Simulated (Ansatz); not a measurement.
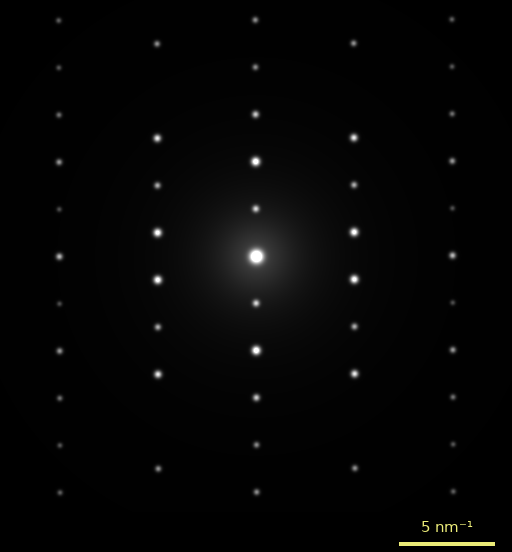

The pattern is a kinematic simulation for 300 kV electrons (no multiple scattering; isotropic B = 1 Å²).

Phase: Ru, space group Cmcm (No. 63), a = 2.74 Å, b = 8.03 Å, c = 2.72 Å. Structure: the input geometry of an electronic-structure calculation (not necessarily at equilibrium); the starting structure was generated, so it need not be a known form of this composition.

Question: Determine the zone axis from the geometry of the pattern.

Answer: The spots form a centred rectangular net whose two shortest vectors correspond to d = 4.02 Å and 1.88 Å, 76.5° apart. They index as 0 2 0 and 1 1 -1, so the zone axis is ±[101] (or an equivalent direction of <101>).

Question: Which reflections of this zone are missing, and why?

Answer: The lattice centring (C) removes all reflections that break h + k = 2n; reflections such as 1 -7 -1, 1 7 -1 are allowed but too weak to see at this display level.
